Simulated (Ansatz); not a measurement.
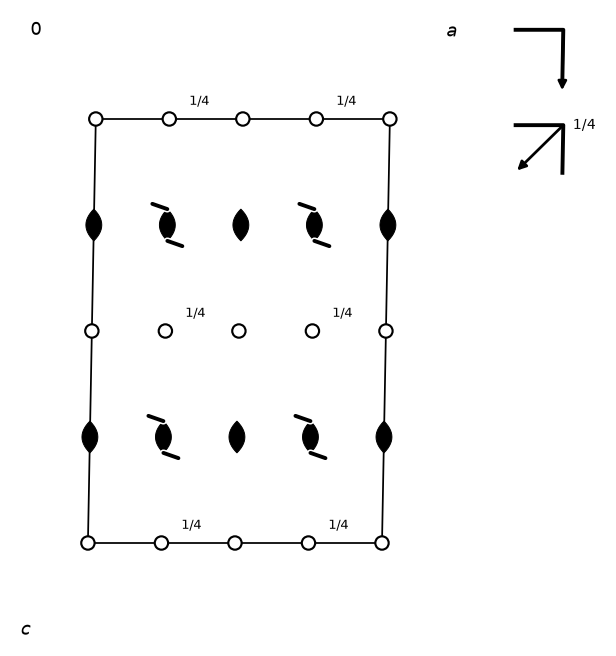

Symmetry elements of a space group, projected down b, computed from the operations of a computed or model structure of composition Zn, which need not be its known form.

Graphical symbols as in the International Tables (origin upper left, heights as fractions; handed screw axes are marked by their printed symbols).

Question: Identify the space group.

Answer: C2/c, No. 15; C-centred monoclinic, point group 2/m, 8 general positions a cell.

Question: List the elements shown.

Answer: 2₁ axes along b at (1/4, 1/4), (1/4, 3/4), (3/4, 1/4), (3/4, 3/4); 2 axes along b at (1/4, 0), (1/4, 1/2), (3/4, 0), (3/4, 1/2); inversion centres at (0, 0), (0, 1/4; b height 1/4), (0, 1/2), (0, 3/4; b height 1/4), (1/2, 0), (1/2, 1/4; b height 1/4), (1/2, 1/2), (1/2, 3/4; b height 1/4); a c glide plane normal to b at height 0; an n glide plane normal to b at height 1/4. Heights repeat every half period; positions are (c, a) fractions, modulo 1.
